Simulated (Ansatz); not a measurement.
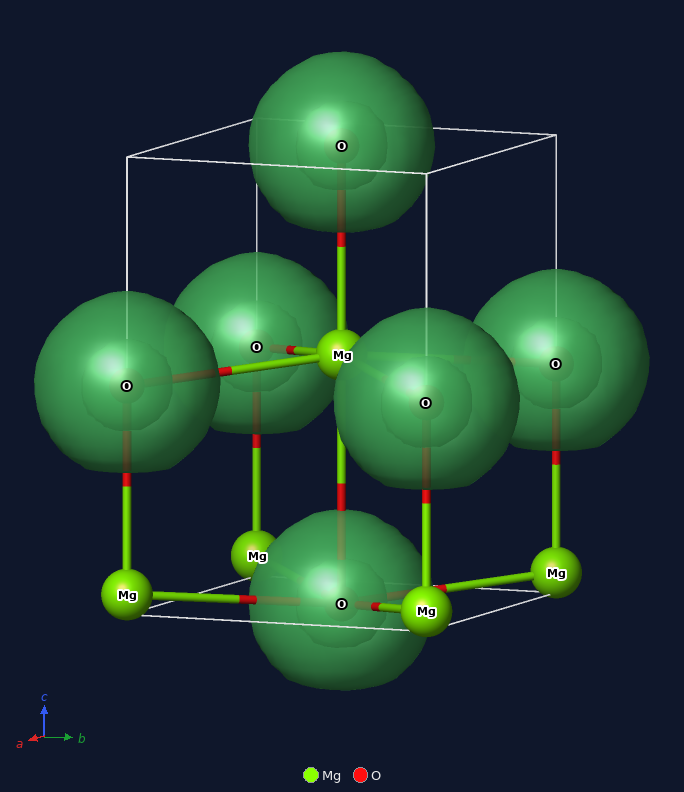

*MgO. Isosurface of the ELF at 0.75 (green), seen slightly off an axis. Core shells and regions of very low density are left out. Sticks mark near contacts.*

Space group I4mm; changed on purpose from its base cell (all Mg atoms moved +0.188 Å, as atom 1 towards its neighbour atom 2 (O) at 2.135 A); not relaxed (largest force 1.0 eV/Å); computed pressure about −3 GPa in this cell.

Theory: Ansatz 0.2.0, DFT PBEsol, scalar-relativistic, plane waves, PAW.

```
CELL_PARAMETERS angstrom
2.13515 2.13515 0.00000
2.13515 -2.13515 0.00000
0.00000 0.00000 -4.27030
ATOMIC_POSITIONS crystal
Mg 0.50000 0.50000 0.54391
Mg 0.00000 0.00000 0.04391
O 0.00000 0.00000 0.50000
O 0.50000 0.50000 0.00000
```

Q: Where are the electrons localised?

A: The ELF exceeds this value in two regions wrapped around O (the valence shell of each), counted in one cell of 4 atoms. Any copies at cell faces, edges or corners count once.

Values along the shortest contacts:
Mg–O (1.95 Å): the ELF peaks at about 0.85 in the valence shell of O, 0.7 Å from its nucleus, and is about 0.35 at the midpoint: a closed-shell, largely ionic contact. Mg–O (2.14 Å): the ELF peaks at about 0.85 in the valence shell of O, 0.6 Å from its nucleus, and is about 0.35 at the midpoint; a closed-shell, largely ionic contact.

Q: Does the calculation give a band gap?

A: It is gapped, with a Kohn–Sham gap of 4.2 eV on the k-point mesh (the band edges may lie off the mesh, which would make the gap smaller).
